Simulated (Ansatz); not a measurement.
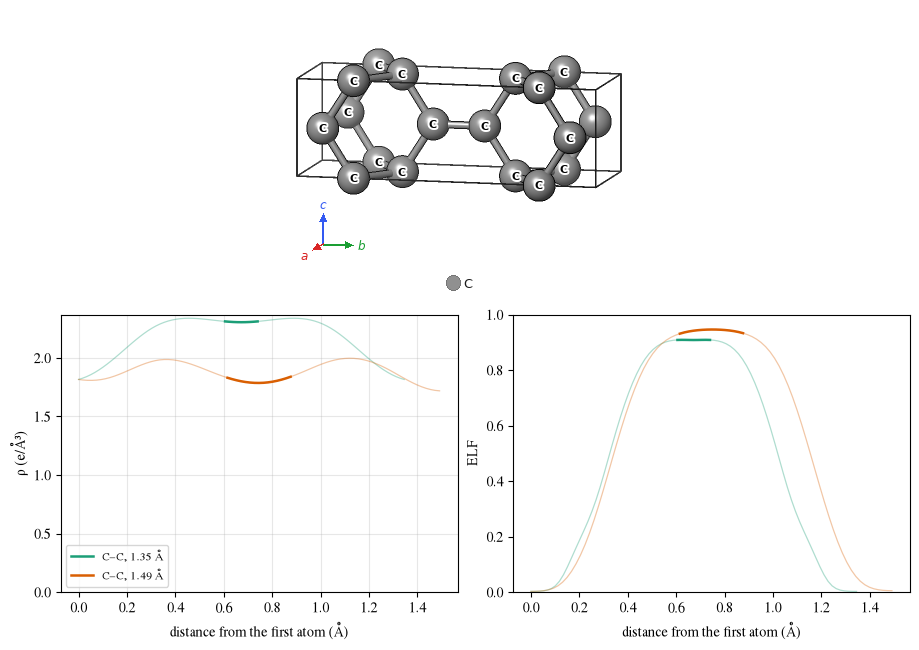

Figure 1: C. Valence electron density and ELF along straight lines between neighbouring atoms. Thin, pale parts lie inside the atomic spheres. The structure is drawn too.

Space group Cmmm; a structure generated by program, which may or may not match a known phase.

The calculation used DFT PBE, scalar-relativistic, plane waves, PAW in Ansatz.

Core electrons are frozen (PAW), and the valence fields are smoothed inside the atomic spheres.

Compare the contacts.

C–C (1.35 Å): ρ is about 2.3 e/Å³ halfway; the ELF peaks at about 0.90 between the atoms.
C–C (1.49 Å): ρ is about 1.8 e/Å³ halfway; the ELF peaks at about 0.95 between the atoms.
